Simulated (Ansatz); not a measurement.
This input was run:

```
crystal:
  lattice:
    - [2.2615973746, 1.3057338531, 10.7671504108]
    - [-2.2615973746, 1.3057338531, 10.7671504108]
    - [0.0, -2.6114677061, 10.7671504108]
  atoms:
    - { symbol: Bi, position: [0.3957755169, 0.3957755169, 0.3957755169] }
    - { symbol: Bi, position: [0.6042244831, 0.6042244831, 0.6042244831] }
    - { symbol: Te, position: [0.2192890941, 0.2192890941, 0.2192890941] }
    - { symbol: Te, position: [0.7807109059, 0.7807109059, 0.7807109059] }
    - { symbol: Te, position: [0.0, 0.0, 0.0] }
kpoints:
  mp_grid: { grid: [4, 4, 4] }
  band_path:
    path:
      - [0.0, 0.0, 0.0]
      - [0.5, 0.5, 0.5]
      - [0.8235290352, 0.1764709648, 0.5]
      - [0.5, -0.1764709648, 0.1764709648]
      - [0.5, 0.0, 0.0]
      - [0.3382354824, -0.3382354824, 0.0]
      - [0.6617645176, 0.0, 0.3382354824]
      - [0.5, 0.0, 0.5]
      - [0.333333, 0.4375, 0.4375]
    npoints: 1
hamiltonian:
  xc: hse06
scf:
  occupations: { method: fixed }
  n_extra_bands: 5
output:
  forces: true
  stress: true
  eigenvalues: true
```

Launched with:
```bash

```

What will the density of states look like?

There is a gap; over the k points computed it is 0.97 eV (direct among those points). The upper group of valence states starts about 4.8 eV under the valence-band top (which lies at −0.5 eV on this axis), with a gap beneath it; it holds about 18 electrons a cell.

Spin-orbit coupling is left out, which matters for Bi and Te.

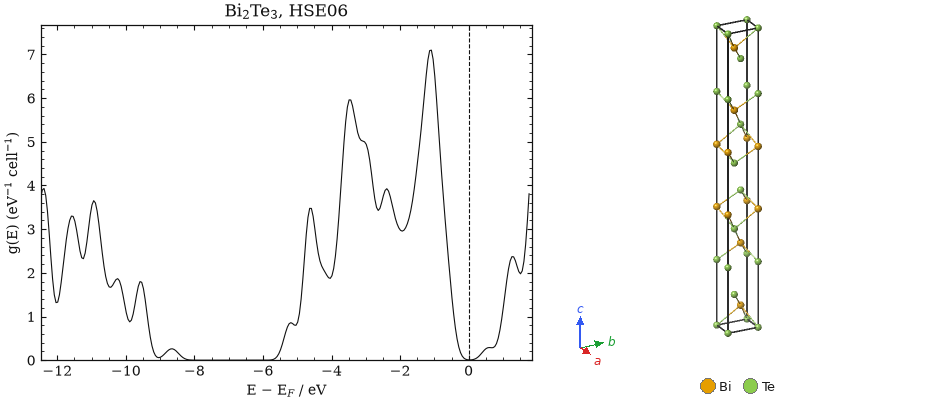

Density of states, beside the structure. Energies are counted from the Fermi level, put mid-gap where there is a gap. The curve is built from the levels of the k mesh with Gaussians 0.4 eV wide, which also blur the band edges.
